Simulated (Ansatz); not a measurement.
# Calculations on Zn8O7 and related structures

Part 1: Relaxation

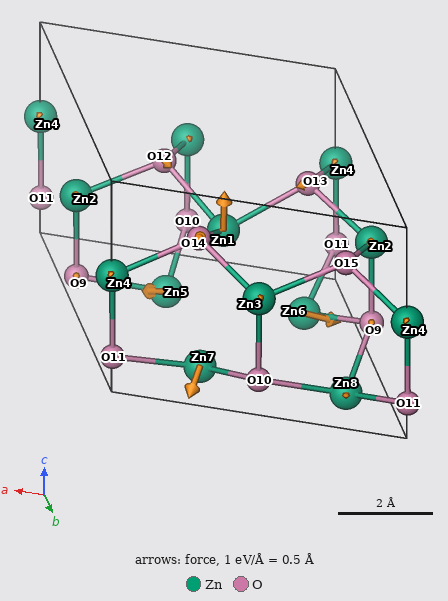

Starting geometry of a defect cell of composition Zn₈O₇ (cell charge +2) with the computed forces as orange arrows. A ball-and-stick model of the cell of the calculation, reduced to other axes (origin shifted), seen from a free direction. Lengths and directions refer to the drawn axes.

Case: O vacancy (site b), charge +2, atoms relaxed at the host's cell.

All numbers below come from DFT PBE, scalar-relativistic, plane waves, PAW in Ansatz.

The input:
```yaml
crystal:
  lattice:
    - [0.0, 0.0, -5.2932332133]
    - [-3.2793907598, 5.6800714139, 0.0]
    - [6.5587815197, 0.0, 0.0]
  atoms:
    - { symbol: Zn, position: [0.4516718051, 0.1692796526, 0.3351493247] }
    - { symbol: Zn, position: [0.5045427987, 0.6672524355, 0.3333372379] }
    - { symbol: Zn, position: [0.5046107724, 0.1694181209, 0.8356236789] }
    - { symbol: Zn, position: [0.5045507013, 0.6673071174, 0.8357164575] }
    - { symbol: Zn, position: [1.0094481333, 0.3255959961, 0.1798961637] }
    - { symbol: Zn, position: [1.0125680352, 0.8593197561, 0.1841155212] }
    - { symbol: Zn, position: [1.0071669574, 0.3241402134, 0.6473999093] }
    - { symbol: Zn, position: [1.0034273011, 0.8344776191, 0.6679288948] }
    - { symbol: O, position: [0.1207276805, 0.6659653512, 0.3308787862] }
    - { symbol: O, position: [0.1207754546, 0.171570056, 0.8366306068] }
    - { symbol: O, position: [0.1207222017, 0.6661729695, 0.8367389129] }
    - { symbol: O, position: [0.6232139026, 0.3302315589, 0.1726741524] }
    - { symbol: O, position: [0.6234281772, 0.843514319, 0.1726742403] }
    - { symbol: O, position: [0.6233268009, 0.3303017993, 0.6594721592] }
    - { symbol: O, position: [0.6226376532, 0.8345780854, 0.6681437636] }
  host:
    lattice:
      - [3.2793907598, 0.0, 0.0]
      - [-1.6396953799, 2.840035707, 0.0]
      - [0.0, 0.0, 5.2932332133]
    atoms:
      - { symbol: Zn, position: [0.6666666667, 0.3333333333, 0.5006044102] }
      - { symbol: Zn, position: [0.3333333333, 0.6666666667, 0.0006044102] }
      - { symbol: O, position: [0.6666666667, 0.3333333333, 0.8797055898] }
      - { symbol: O, position: [0.3333333333, 0.6666666667, 0.3797055898] }
total_charge: 2
basis:
  ecutwfc: 420
  xc_grid: 2
kpoints:
  mp_grid: { grid: [3, 3, 3], shift: [0.0, 0.0, 0.0] }
hamiltonian:
  xc: pbe
scf:
  occupations: { method: gaussian, width: 0.01 }
output:
  forces: true
  stress: false
  eigenvalues: true
  charged_corrections:
    defect_position: [0.12029441, 0.16666667, 0.33333333]
    epsilon: [[10.5528, 0.0, 0.0], [0.0, 10.5528, 0.0], [0.0, 0.0, 11.5878]]
relax:
  adjacent_minimum: "off"
  f_tol: 0.025
  max_steps: 45
```

Command:
```bash
ansatz run input.yaml --threads 4 --pin off --max-ram 8192MiB --backend cpu --events-out ev --progress --plain --runs-dir out
```

Question: Is this structure relaxed? If not, where do the atoms go?

Answer: It isn't relaxed: the largest force vector, on Zn1, is 2.00 eV/Å. The atoms end up moving mostly along the starting forces (cosine between the two patterns 0.92). The energy falls by 2.075 eV per cell of the calculation in 5 geometry steps. Largest force component: 2 eV/Å at the start, 0.013 eV/Å at the end. The atom that moves furthest is Zn1 (0.70 Å along +c). Largest moves by element: Zn 0.70 Å, O 0.06 Å. The cell stays as it was. Near-neighbour distances that change, for instance: Zn1–O13 2.062 → 1.912 Å, Zn1–O12 2.049 → 1.912 Å, Zn6–O11 2.058 → 1.931 Å, Zn5–O12 2.046 → 1.934 Å. Among the angles between lasting bonds that change: Zn5–O9–Zn6 119.1° → 92.7°, Zn6–O11–Zn7 118.3° → 92.7°, O12–Zn1–O13 101.9° → 119.0°.

Limits of the set-up: the periodic images lie only 5.3 Å apart, so the values are limited by the cell's size; the cell is charged, on a uniform background, and energies carry no finite-size correction.

Part 2: Relaxation

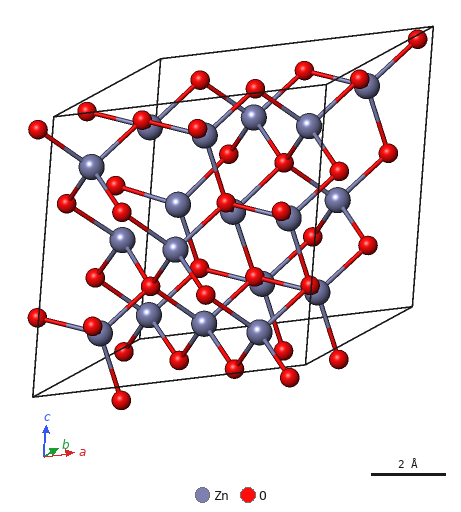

Starting structure of a defect cell of composition Zn18O17. The picture is a ball-and-stick view of the cell of the calculation (origin shifted), seen slightly off an axis.

Case: O vacancy (site b), charge +0, atoms relaxed at the host's cell.

All numbers below come from DFT r2SCAN, scalar-relativistic, plane waves, PAW in Ansatz.

(plane-wave cutoff 500 eV; k-point mesh 2 × 2 × 2; occupations gaussian; smearing width 0.01 eV; mesh shifted by (0.5, 0.5, 0.5); no spin polarisation; atoms relaxed in a fixed cell; force threshold 0.025 eV/Å; at most 45 steps)

```
CELL_PARAMETERS angstrom
4.85230 2.80148 5.21231
-4.85230 2.80148 5.21231
0.00000 -5.60296 5.21231
ATOMIC_POSITIONS crystal
Zn 0.39411 0.39627 0.72389
Zn 0.38903 0.72237 0.38903
Zn 0.72237 0.05570 0.72237
Zn 0.38903 0.05570 0.05570
Zn 0.72237 0.38903 0.38903
Zn 0.05570 0.72237 0.72237
Zn 0.72237 0.72237 0.05570
Zn 0.05570 0.05570 0.38903
Zn 0.05570 0.38903 0.05570
Zn 0.11125 0.44459 0.44459
Zn 0.11125 0.77792 0.11125
Zn 0.44459 0.11125 0.44459
Zn 0.11125 0.11125 0.77792
Zn 0.44663 0.44335 0.11050
Zn 0.77792 0.77792 0.44459
Zn 0.44944 0.76631 0.76688
Zn 0.77792 0.11125 0.11125
Zn 0.77732 0.44409 0.77072
O 0.51552 0.84885 0.51552
O 0.84885 0.18218 0.84885
O 0.51552 0.18218 0.18218
O 0.84885 0.51552 0.51552
O 0.18218 0.84885 0.84885
O 0.84885 0.84885 0.18218
O 0.18218 0.18218 0.51552
O 0.18218 0.51552 0.18218
O 0.23774 0.57107 0.57107
O 0.23774 0.90440 0.23774
O 0.57107 0.23774 0.57107
O 0.23774 0.23774 0.90440
O 0.57107 0.57107 0.23774
O 0.90440 0.90440 0.57107
O 0.57107 0.90440 0.90440
O 0.90440 0.23774 0.23774
O 0.90440 0.57107 0.90440
```

### Predict the outcome.

The energy falls by 0.346 eV per cell of the calculation in 3 accepted moves (4 points after the start). Largest force component: 1.2 eV/Å at the start, 0.013 eV/Å at the end. 1 step only repeated the SCF at the same geometry. Zn18 moves most: 0.19 Å roughly along [−3 1 1]. By element the largest moves are Zn 0.19 Å, O 0.06 Å. The cell doesn't change. Among the contacts that change: Zn16–O19 1.903 → 2.003 Å, Zn18–O22 1.922 → 2.002 Å, Zn16–O33 2.073 → 2.004 Å, Zn14–O21 1.961 → 2.002 Å. Among the angles between lasting bonds that change: O20–Zn18–O22 112.2° → 105.2°, O21–Zn14–O31 109.0° → 103.3°, O19–Zn16–O23 110.6° → 105.1°.

History of the run:

```csv
step,"E − E(0), meV/atom","largest force component, eV/Å",note
0,0.00,1.2201,
1,-6.93,0.7105,
2,-9.74,0.1212,
3,-9.88,0.0131,
4,-9.88,0.0130,"same geometry, SCF repeated"
```

After the run, drawn alike:

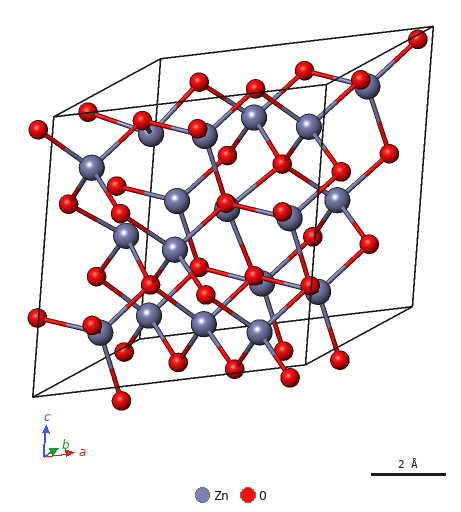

Limits of the set-up: the periodic images lie only 7.7 Å apart, so the values are limited by the cell's size.

Part 3: Defect

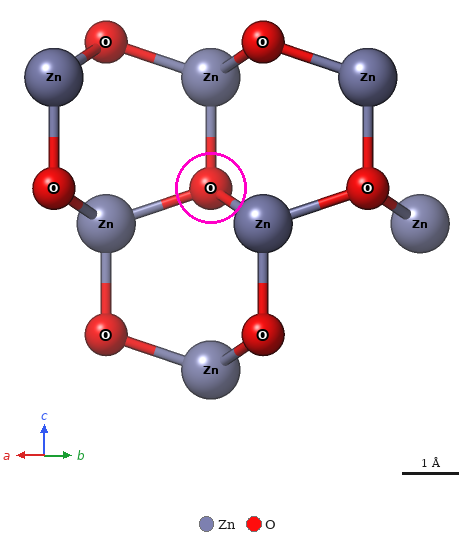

Perfect ZnO. A ball-and-stick model of the atoms within 4.1 Å of one point, in a slice 5.0 Å thick across the line of sight, seen along [110].

The calculation used DFT PBE, scalar-relativistic, plane waves, PAW in Ansatz. (plane-wave cutoff 420 eV; k-point mesh 3 × 3 × 3; occupations gaussian; smearing width 0.01 eV; no spin polarisation) The cell is small and the k-mesh coarse, so the numbers are rough. A uniform background neutralises the charged cell. The axes drawn are those of the host's conventional cell.

An oxygen atom is taken out (a vacancy) at the ringed place, in charge state +2. The supercell has 16 sites, and the atoms are relaxed at the host's cell.

Predict the relaxed surroundings of the defect.

Answer. Around the empty O site the host had 4 Zn at 2.00 to 2.01 Å; after relaxation the nearest atoms are 4 Zn at 2.25 to 2.47 Å. Of the host's atoms, a zinc atom moves furthest from its site, by 0.45 Å.

The relaxed defect, seen from the same direction:

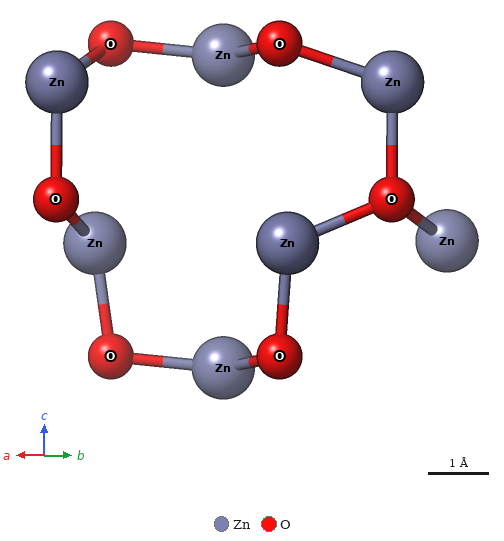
